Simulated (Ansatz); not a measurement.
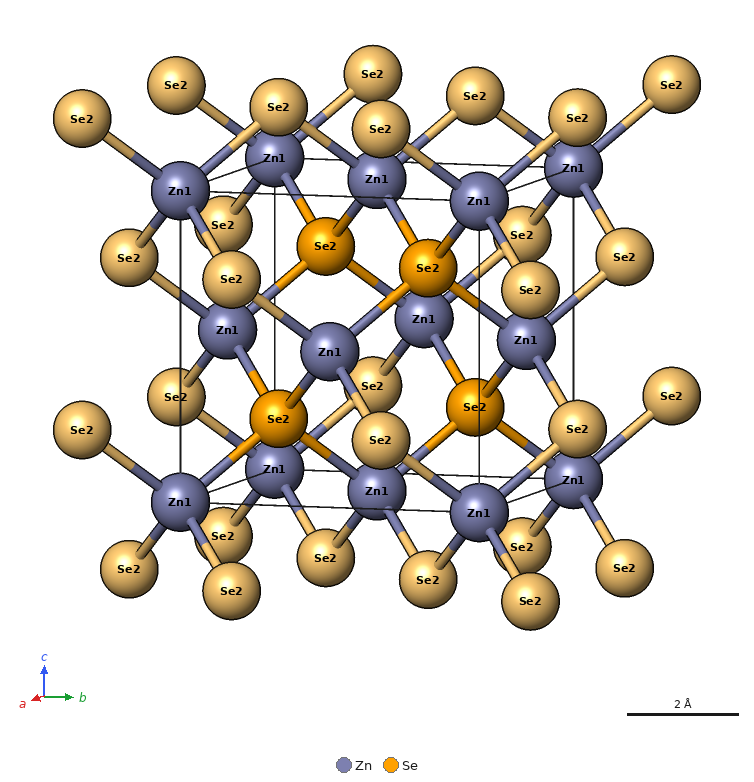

**Figure 1.** The structure (ball-and-stick view of the cell 4 times as large as that of the calculation, set on its symmetry axes, seen slightly off an axis; neighbours outside the cell are drawn fainter; atoms are numbered from 1 in the order of the input). Near neighbours in the crystal (not all of them lie inside the picture): Zn has 4 Se at 2.45 Å; Se has 4 Zn at 2.45 Å.

## Two runs on ZnSe

System: ZnSe (2 atoms in the cell).
Method of run A: DFT, r2SCAN, plane waves, PAW, no spin polarisation (Ansatz 0.2.0).

The structure derives from an entry of the Crystallography Open Database. The geometry comes from this level: r2SCAN. Text and figures count atoms from 1; the logs count them from 0 in places.

### Input, run A
```yaml
crystal:
  lattice:
    - [0.0, 2.8324246721, 2.8324246721]
    - [2.8324246721, 0.0, 2.8324246721]
    - [2.8324246721, 2.8324246721, 0.0]
  atoms:
    - { symbol: Zn, position: [0.0, 0.0, 0.0] }
    - { symbol: Se, position: [0.25, 0.25, 0.25] }
kpoints:
  mp_grid: { grid: [8, 8, 8] }
  band_path:
    path:
      - [0.0, 0.0, 0.0]
      - [-0.5, -0.5, 0.0]
      - [-0.375, -0.375, 0.25]
      - [-0.375, 0.0, 0.375]
      - [0.0, 0.0, 0.5]
      - [-0.5, -0.25, 0.25]
    npoints: 1
hamiltonian:
  xc: r2scan
scf:
  occupations: { method: fixed }
  n_extra_bands: 4
output:
  forces: true
  stress: true
  eigenvalues: true
```

Launched with:
```bash
ansatz run input.yaml --threads 2 --pin off --max-ram 2211MiB --backend cpu --events-out ev --progress --plain --runs-dir out
```

Hardware: 2 threads of Arm Neoverse N1, 98 GiB of memory available, shared host.

### Output, shortened to warnings, some set-up lines, iterations and results (run A)
```
Basis set: ecut = 500 eV, 1139 PW (Γ), exchange–correlation on 120×120×120 points (64 copies of the dense FFT grid, shifted against one another)
Symmetry: 24 space group operations
k-points: 29 of 512 (time reversal used)
Initial density: superposition of atomic densities (neutral atoms: chi_scale 0, normalization atom), corrected by the library's trained network
[...]
SCF iter   1: F=—  HF=-8805.502103 eV  |F-HF|=—  |Δ(HF+E_count)|=         —  Δρ=1.40e-2  dr2=4.15e-2  dr2_τ=5.65e-3  ethr=1.77e-3  ⟨swp⟩=4.9  Hψ=2394  notcnv=0  defer=48
SCF iter   2: F=—  HF=-8805.501981 eV  |F-HF|=—  |Δ(HF+E_count)|=   1.22e-4  Δρ=3.21e-3  dr2=5.41e-3  dr2_τ=1.92e-4  ethr=1.48e-4  ⟨swp⟩=2.1  Hψ=1053  notcnv=0  defer=52
SCF iter   3: F=—  HF=-8805.498448 eV  |F-HF|=—  |Δ(HF+E_count)|=   3.53e-3  Δρ=2.70e-3  dr2=1.38e-3  dr2_τ=1.17e-5  ethr=1.93e-5  ⟨swp⟩=2.3  Hψ=827  notcnv=0  defer=53
SCF iter   4: F=—  HF=-8805.498630 eV  |F-HF|=—  |Δ(HF+E_count)|=   1.81e-4  Δρ=5.36e-4  dr2=7.79e-5  dr2_τ=3.84e-6  ethr=4.93e-6  ⟨swp⟩=3.0  Hψ=1046  notcnv=0  defer=53
SCF iter   5: F=—  HF=-8805.498620 eV  |F-HF|=—  |Δ(HF+E_count)|=   9.50e-6  Δρ=4.13e-5  dr2=5.17e-7  dr2_τ=1.77e-8  ethr=2.78e-7  ⟨swp⟩=2.0  Hψ=990  notcnv=0  defer=50
SCF iter   6: F=—  HF=-8805.498620 eV  |F-HF|=—  |Δ(HF+E_count)|=   1.51e-9  Δρ=3.55e-5  dr2=4.66e-7  dr2_τ=5.69e-9  ethr=3.57e-10  ⟨swp⟩=7.2  Hψ=2761  notcnv=0
SCF iter   7: F=-8805.498620 eV  HF=-8805.498620 eV  |F-HF|=9.45e-9  |Δ(HF+E_count)|=   4.09e-8  Δρ=1.18e-5  dr2=4.64e-8  dr2_τ=1.43e-10  ethr=3.57e-10  ⟨swp⟩=4.0  Hψ=2264  …
SCF 1 converged in 7 iterations: F = -8805.498620 eV  dr2 = 4.64e-8
NSCF: frozen V_eff on 6 k-points
SCF converged after 7 iterations
Free energy (F): -8805.498620 eV
Harris-Foulkes:  -8805.498620 eV  (|F-HF|=9.45e-9)
Internal energy: -8805.498620 eV  (E = F + TS)
E sigma→0 (E₀):  -8805.498620 eV
Fermi energy:    6.485895 eV
--- Per-component energies (eV) ---
  E_band       = -399.293132
  E_kinetic    = 249.565568
  E_local      = -4395.694615  (includes V_loc(G=0)·N_el)
  E_nonlocal   = 22.937856
  E_hartree    = 2039.607233
  E_xc         = -222.233829
  E_vxc        = -159.288919  (∫ρ·V_xc dr)
  E_paw        = -3775.469164  (= ΣΔE_a)
  E_vpaw       = -204.094334  (= ΣTr[D̂ρ^β])
  E_aug_tail   = -0.000239  (compensation charges beyond the density's cutoff)
  E_vtau       = 8.077211  (kinetic-family band-sum trace: ∫τ·v_τ [+ j·A + Jᵃ·Aᵃ] dr)
  E_ewald      = -2722.264042
  E_core_change = -1.947389  (= ΣΔE_core)
  E_smearing   = -0.000000  (= −TS)
  E_closure    = -0.000000  (closes the sum)
  Σ components = -8805.498620   (vs F -8805.498620, Δ=0.00e0)
--- Forces (eV/Å), atoms counted from 1 ---
  atom   1  Zn     0.00000000    -0.00000000    -0.00000000
  atom   2  Se    -0.00000000     0.00000000    -0.00000000
  max |Σ_I F_I| component: 1.57e-16 eV/Å
--- Stress (GPa, compression-positive) ---
        0.019713       0.000000      -0.000000
        0.000000       0.019713       0.000000
       -0.000000       0.000000       0.019713
  P = ⅓ Tr σ = 0.0197 GPa (0.197 kbar)
```

For run B the input was changed thus:
```diff
-  xc: r2scan
+  xc: lda
```

What does this change do to the results?

The total energies belong to different methods, so their difference says nothing on which is more stable or more accurate. The gap on the mesh goes from 1.87 to 1.04 eV. The pressure goes from 0.02 to −3.31 GPa. The functional changes from r2SCAN to LDA. The SCF takes 6 iterations against 7. The default cutoff goes from 500 to 420 eV with the change. The plane waves at Γ go from 1139 to 893. On the same kind of shared host run B took about 0.42 times as long.

### Output, shortened to warnings, some set-up lines, iterations and results (run B)
```
Basis set: ecut = 420 eV, 893 PW (Γ)
Symmetry: 24 space group operations
k-points: 29 of 512 (time reversal used)
Initial density: superposition of atomic densities (neutral atoms: chi_scale 0, normalization atom), corrected by the library's trained network
[...]
SCF iter   1: F=—  HF=-8630.827838 eV  |F-HF|=—  |Δ(HF+E_count)|=         —  Δρ=5.36e-3  dr2=7.92e-3  ethr=1.77e-3  ⟨swp⟩=5.0  Hψ=2392  notcnv=0  defer=52
SCF iter   2: F=—  HF=-8630.825440 eV  |F-HF|=—  |Δ(HF+E_count)|=   2.40e-3  Δρ=2.04e-3  dr2=8.89e-4  ethr=2.83e-5  ⟨swp⟩=2.0  Hψ=1049  notcnv=0  defer=53
SCF iter   3: F=—  HF=-8630.825343 eV  |F-HF|=—  |Δ(HF+E_count)|=   9.69e-5  Δρ=1.36e-3  dr2=3.68e-4  ethr=3.18e-6  ⟨swp⟩=2.0  Hψ=817  notcnv=0  defer=53
SCF iter   4: F=—  HF=-8630.825257 eV  |F-HF|=—  |Δ(HF+E_count)|=   8.58e-5  Δρ=2.83e-4  dr2=3.46e-5  ethr=1.32e-6  ⟨swp⟩=2.0  Hψ=813  notcnv=0  defer=53
SCF iter   5: F=—  HF=-8630.825240 eV  |F-HF|=—  |Δ(HF+E_count)|=   1.70e-5  Δρ=1.98e-5  dr2=2.04e-7  ethr=1.23e-7  ⟨swp⟩=2.0  Hψ=754  notcnv=0
SCF iter   6: F=-8630.825240 eV  HF=-8630.825240 eV  |F-HF|=5.34e-9  |Δ(HF+E_count)|=   5.35e-8  Δρ=4.16e-6  dr2=4.51e-9  ethr=3.57e-10  ⟨swp⟩=6.2  Hψ=2442  notcnv=0
SCF 1 converged in 6 iterations: F = -8630.825240 eV  dr2 = 4.51e-9
NSCF: frozen V_eff on 6 k-points
SCF converged after 6 iterations
Free energy (F): -8630.825240 eV
Harris-Foulkes:  -8630.825240 eV  (|F-HF|=5.34e-9)
Internal energy: -8630.825240 eV  (E = F + TS)
E sigma→0 (E₀):  -8630.825240 eV
Fermi energy:    6.473767 eV
--- Per-component energies (eV) ---
  E_band       = -393.695371
  E_kinetic    = 250.816905
  E_local      = -4401.514524  (includes V_loc(G=0)·N_el)
  E_nonlocal   = 27.797863
  E_hartree    = 2033.049695
  E_xc         = -238.944635
  E_vxc        = -151.827368  (∫ρ·V_xc dr)
  E_paw        = -3583.540104  (= ΣΔE_a)
  E_vpaw       = -185.070373  (= ΣTr[D̂ρ^β])
  E_aug_tail   = -0.000902  (compensation charges beyond the density's cutoff)
  E_ewald      = -2722.264042
  E_core_change = 3.774504  (= ΣΔE_core)
  E_smearing   = -0.000000  (= −TS)
  E_closure    = 0.000000  (closes the sum)
  Σ components = -8630.825240   (vs F -8630.825240, Δ=0.00e0)
--- Forces (eV/Å), atoms counted from 1 ---
  atom   1  Zn     0.00000000    -0.00000000     0.00000000
  atom   2  Se    -0.00000000     0.00000000    -0.00000000
  max |Σ_I F_I| component: 2.08e-16 eV/Å
--- Stress (GPa, compression-positive) ---
       -3.313503      -0.000000      -0.000000
        0.000000      -3.313503       0.000000
       -0.000000       0.000000      -3.313503
  P = ⅓ Tr σ = -3.3135 GPa (-33.135 kbar)
```

### The two runs side by side

```tsv
quantity	run A	run B
outcome	converged	converged
free energy per atom (eV)	−4402.7493	−4315.4126
gap on the mesh (eV)	1.87	1.04
pressure (GPa)	0.02	−3.31
largest force (eV/Å)	0.000	0.000
SCF iterations	7	6
irreducible k-points	29	29
plane waves at Γ	1139	893
wall time (shared host)	7 s	2.9 s
```
